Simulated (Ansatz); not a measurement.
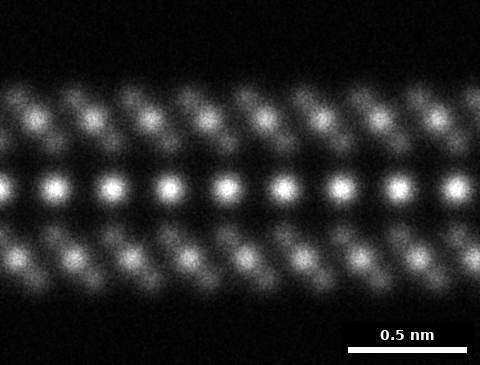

Cross-section of a (001) slab of CoPdO2 (R-3m) with overall composition Co2PdO4, seen along a direction in its plane, the normal pointing up. Simulated as the projected potential of neutral atoms (B = 0.5 Å²) blurred by a 0.70 Å probe, the thin-sample limit of integrated differential phase contrast. Shot noise was added. Model: the end point of a relaxation in a fixed cell with DFT PBEsol, scalar-relativistic, plane waves, PAW (Ansatz 0.2.0).

Question: How many atomic planes does the slab have, and what do they hold from top to bottom?

Answer: 7 planes (atoms within 0.35 Å in height count as one plane):

```json
{"plane": "1", "content": "O", "depth below the top plane (Å)": "0.0"}
{"plane": "2", "content": "Co", "depth below the top plane (Å)": "0.9"}
{"plane": "3", "content": "O", "depth below the top plane (Å)": "1.9"}
{"plane": "4", "content": "Pd", "depth below the top plane (Å)": "3.8"}
{"plane": "5", "content": "O", "depth below the top plane (Å)": "5.8"}
{"plane": "6", "content": "Co", "depth below the top plane (Å)": "6.8"}
{"plane": "7", "content": "O", "depth below the top plane (Å)": "7.7"}
```

Question: How thick is it, and how does it end on either side?

Answer: The outermost planes are 7.7 Å apart. The upper face ends in O and the lower in O, so the sequence of planes is the same from both sides.
